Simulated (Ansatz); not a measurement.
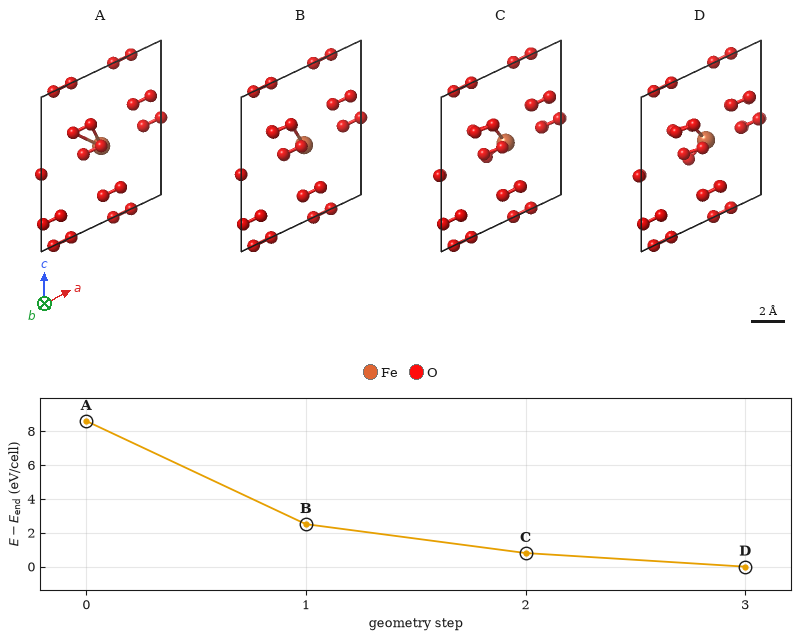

Frames of a relaxation of a defect cell of composition FeO₄₇, marked on the history of the run. A ball-and-stick model of the cell of the calculation (origin shifted), seen along the b axis.

Case: Fe on a O site (g), charge +0, atoms relaxed at the host's cell.

Theory: DFT PBE+D3(BJ), scalar-relativistic, plane waves, PAW in Ansatz. (plane-wave cutoff 420 eV; k-point mesh 2 × 2 × 2; occupations gaussian; smearing width 0.01 eV; collinear spin; atoms relaxed in a fixed cell; force threshold 0.025 eV/Å; at most 45 steps)

### Describe the path.

The run was cut off at its time limit before the relaxation converged, so the last structure is only a point on the way. The atom that moves furthest is the Fe atom (0.47 Å along [2 −1 1]). By element the largest moves are Fe 0.47 Å, O 0.44 Å. The lattice vectors keep their values. Among the contacts that change: Fe–O 1.215 → 1.596 Å, Fe–O 2.458 → 2.758 Å, Fe–O 2.137 → 1.891 Å, O–O 1.215 → 1.279 Å. Among the angles between lasting bonds that change: Fe–O–O 90.0° → 119.7°, O–Fe–O 92.3° → 97.3°, O–Fe–O 90.0° → 92.9°. After 3 geometry steps the energy has fallen by 8.601 eV per cell of the calculation. The largest force component goes from 42 to 1.2 eV/Å. Cost: 11 min on 4 threads of Arm Neoverse V1, with other jobs on the host, peak memory 3.4 GiB. From step 0 to 1: O atoms move most (0.19 Å), energy −6.089 eV per cell of the calculation. From step 1 to 2: an O atom moves most (0.20 Å), energy −1.706 eV per cell of the calculation. From step 2 to 3: an O atom moves most (0.19 Å), energy −0.806 eV per cell of the calculation.
